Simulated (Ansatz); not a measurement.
K$_{3}$F$_{2}$

```yaml
crystal:
  lattice:
    - [6.87586, 0.00000, 0.00000]
    - [-3.43793, 5.95467, 0.00000]
    - [0.00000, 0.00000, 19.98987]
  atoms:
    - { symbol: K, position: [0.31127, 0.00000, 0.25000] }
    - { symbol: K, position: [0.97794, 0.33333, 0.58333] }
    - { symbol: K, position: [0.64460, 0.66667, 0.91667] }
    - { symbol: K, position: [0.00000, 0.31127, 0.25000] }
    - { symbol: K, position: [0.66667, 0.64460, 0.58333] }
    - { symbol: K, position: [0.33333, 0.97794, 0.91667] }
    - { symbol: K, position: [0.68873, 0.68873, 0.25000] }
    - { symbol: K, position: [0.35540, 0.02206, 0.58333] }
    - { symbol: K, position: [0.02206, 0.35540, 0.91667] }
    - { symbol: K, position: [0.35540, 0.33333, 0.08333] }
    - { symbol: K, position: [0.02206, 0.66667, 0.41667] }
    - { symbol: K, position: [0.68873, 0.00000, 0.75000] }
    - { symbol: K, position: [0.66667, 0.02206, 0.08333] }
    - { symbol: K, position: [0.33333, 0.35540, 0.41667] }
    - { symbol: K, position: [0.00000, 0.68873, 0.75000] }
    - { symbol: K, position: [0.97794, 0.64460, 0.08333] }
    - { symbol: K, position: [0.64460, 0.97794, 0.41667] }
    - { symbol: K, position: [0.31127, 0.31127, 0.75000] }
    - { symbol: F, position: [0.33333, 0.66667, 0.00297] }
    - { symbol: F, position: [0.00000, 0.00000, 0.33631] }
    - { symbol: F, position: [0.66667, 0.33333, 0.66964] }
    - { symbol: F, position: [0.00000, 0.00000, 0.16369] }
    - { symbol: F, position: [0.66667, 0.33333, 0.49703] }
    - { symbol: F, position: [0.33333, 0.66667, 0.83036] }
    - { symbol: F, position: [0.33333, 0.66667, 0.33036] }
    - { symbol: F, position: [0.00000, 0.00000, 0.66369] }
    - { symbol: F, position: [0.66667, 0.33333, 0.99703] }
    - { symbol: F, position: [0.66667, 0.33333, 0.16964] }
    - { symbol: F, position: [0.33333, 0.66667, 0.50297] }
    - { symbol: F, position: [0.00000, 0.00000, 0.83631] }
```

Space group R-3c; started from the corundum_167 prototype, which need not be the ambient phase.

These are results of DFT PBE, scalar-relativistic, plane waves, PAW in Ansatz 0.2.0, not measurements.

In a PAW calculation such maps are meaningful between the atoms, not at the nuclei.

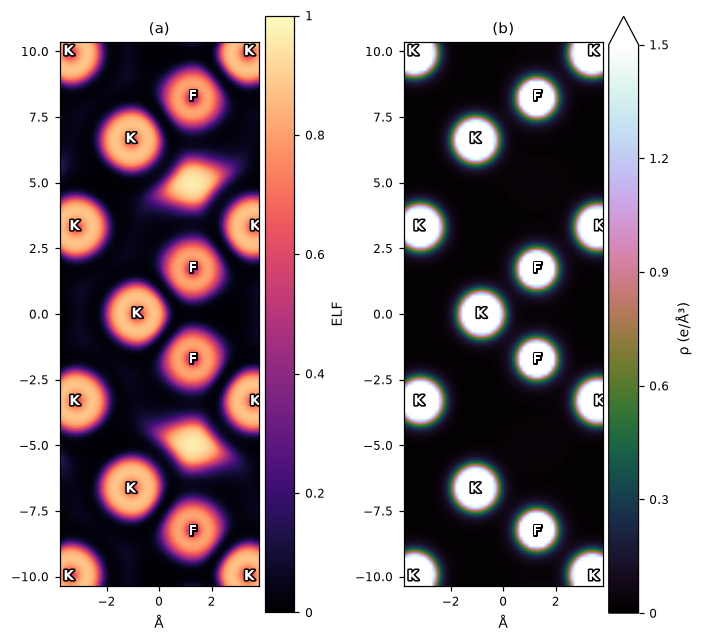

Figure 1. (a) electron localisation function; (b) valence pseudo-density on the (010) plane of the conventional cell.

**Interpret the plot.**

The plane passes through K and F nuclei. K–F (2.75 Å): the density is about 0.1 e/Å³ at the midpoint; the ELF is about 0.05 at the midpoint: no shared electron pair shows on this line. K–F (2.86 Å): ρ at the midpoint is about 0.08 e/Å³; the ELF is about 0 at the midpoint (no shared electron pair shows on this line). Between the atoms the lowest density in this plane is 0.01 e/Å³. The ELF has a maximum of about 0.95 in the space between the atoms, 2.9 Å from seven F and K atoms, on no atom or two-centre bond. The features right at K lie inside the PAW spheres, where the map follows smoothed inner orbitals and isn't to be read closely.

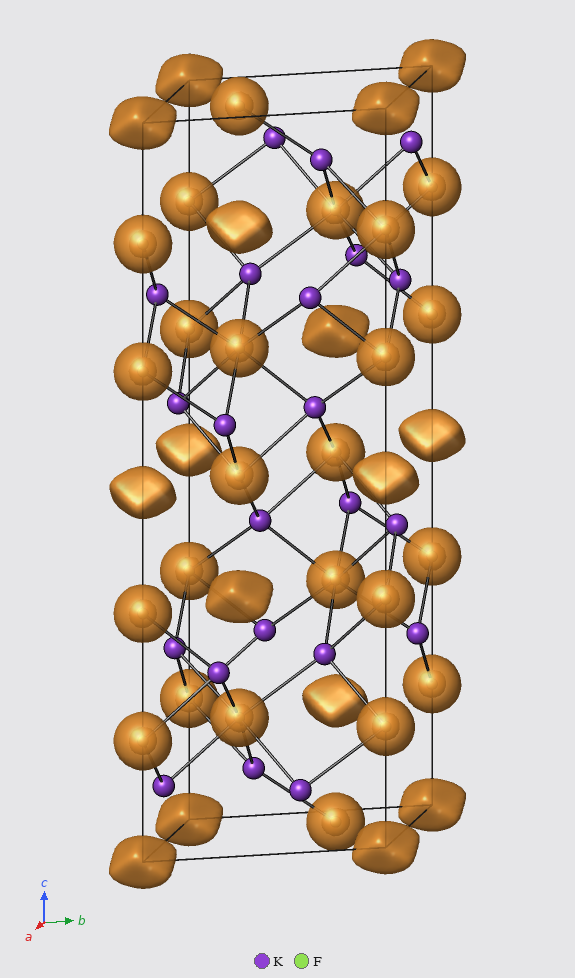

Figure 2. Isosurface of the ELF at 0.75 (orange), seen slightly off an axis. Core shells and regions of very low density are left out. Sticks mark near contacts.

**Identify the bonds, lone pairs and shells in this picture.**

The ELF exceeds this value in twelve regions wrapped around F (the valence shell of each) and six pockets between the atoms, centred on no nucleus (multi-centre or interstitial), counted in one cell of 30 atoms. Any copies at cell faces, edges or corners count once.

**Does the calculation give a band gap?**

It is metallic or semimetallic at this level of theory: no gap opens.
